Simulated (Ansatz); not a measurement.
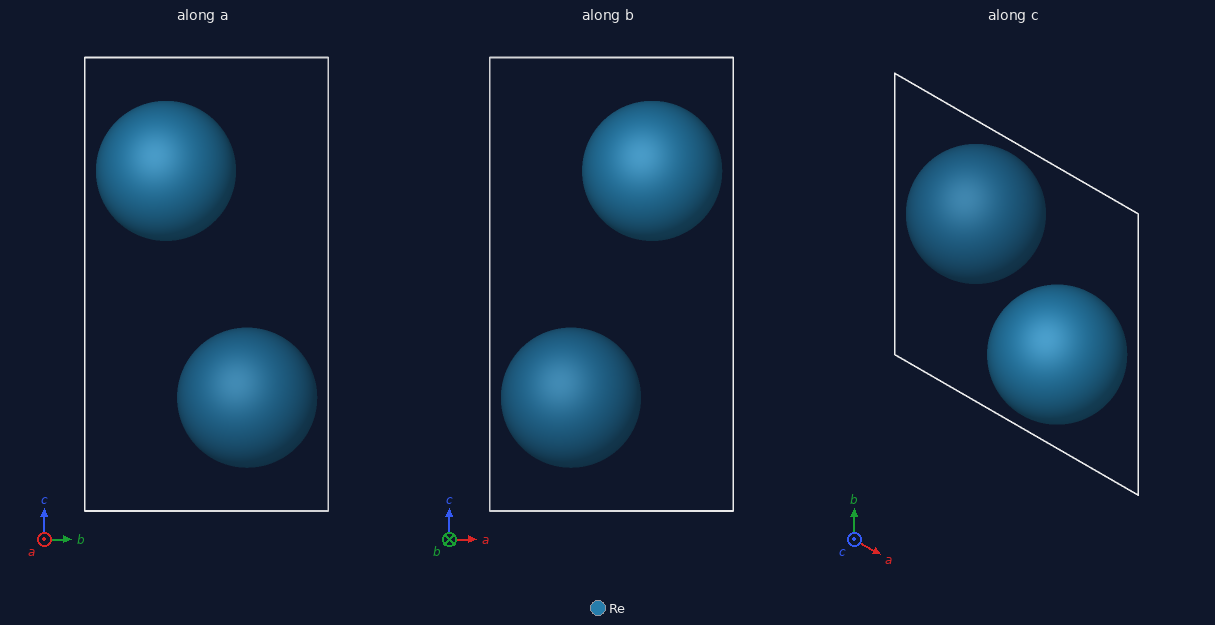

The image is a spheres-only drawing of a crystal, viewed along the a axis, along the b axis and along the c axis. Atoms at the boundary of the conventional unit cell (the box) are drawn once for each face, edge or corner they touch.

Lattice parameters: a = 2.7381 Å, b = 2.7381 Å, c = 4.4145 Å, α = 90.000°, β = 90.000°, γ = 120.000°.

Q: Give the structure in the form of a CIF with its space group and independent sites.

A:
```cif
data_structure
_symmetry_space_group_name_H-M 'P 63/m m c'
_symmetry_Int_Tables_number 194
_cell_length_a 2.7381
_cell_length_b 2.7381
_cell_length_c 4.4145
_cell_angle_alpha 90.000
_cell_angle_beta 90.000
_cell_angle_gamma 120.000
_cell_volume 28.66
loop_
_atom_site_label
_atom_site_type_symbol
_atom_site_symmetry_multiplicity
_atom_site_Wyckoff_symbol
_atom_site_fract_x
_atom_site_fract_y
_atom_site_fract_z
_atom_site_occupancy
Re1 Re 2 c 0.6667 0.3333 0.7500 1
```

The starting point was a structure type filled with this element by a generator (whether the element takes this form wasn't checked). Earlier steps of the study may have refined or changed the cell and positions. Ansatz was used for an electronic-structure calculation on it.
